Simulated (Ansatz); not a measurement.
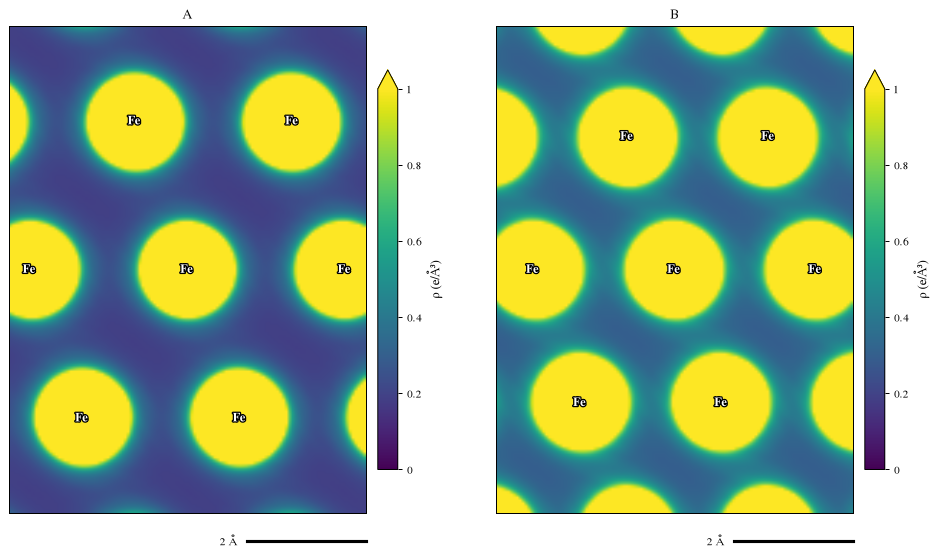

Fe. The valence electron density of two cells that differ in size, on the (010) plane of each (indices in the axes of the calculation cell), at one length scale and on one colour scale; one has 10.2 and the other 14.2 Å³ an atom.

These are results of DFT, r2SCAN, PAW with Ansatz's default frozen-core files, scalar-relativistic in Ansatz 0.2.0, not measurements.

Core electrons are frozen (PAW), and the valence fields are smoothed inside the atomic spheres.

The larger cell:

```cif
data_structure
_symmetry_space_group_name_H-M 'P 1'
_symmetry_Int_Tables_number 1
_cell_length_a 2.6411
_cell_length_b 2.6411
_cell_length_c 2.6411
_cell_angle_alpha 109.471
_cell_angle_beta 109.471
_cell_angle_gamma 109.471
_cell_volume 14.18
loop_
_atom_site_label
_atom_site_type_symbol
_atom_site_fract_x
_atom_site_fract_y
_atom_site_fract_z
_atom_site_occupancy
Fe1 Fe 0.00000 0.00000 0.00000 1
```

The smaller cell: a = 2.368 Å, b = 2.368 Å, c = 2.368 Å, α = 109.47°, β = 109.47°, γ = 109.47°.

> Which is the denser cell? Describe the effect of the change.

Panel B is the smaller cell, by 28 % in volume. From the larger cell to the smaller, Fe–Fe goes from 2.64 to 2.37 Å, and the density at its midpoint from 0.25 to 0.42 e/Å³; the pressure goes from −21 to 27 GPa; the largest moment (Fe) goes from 3.0 to 2.4 μB.
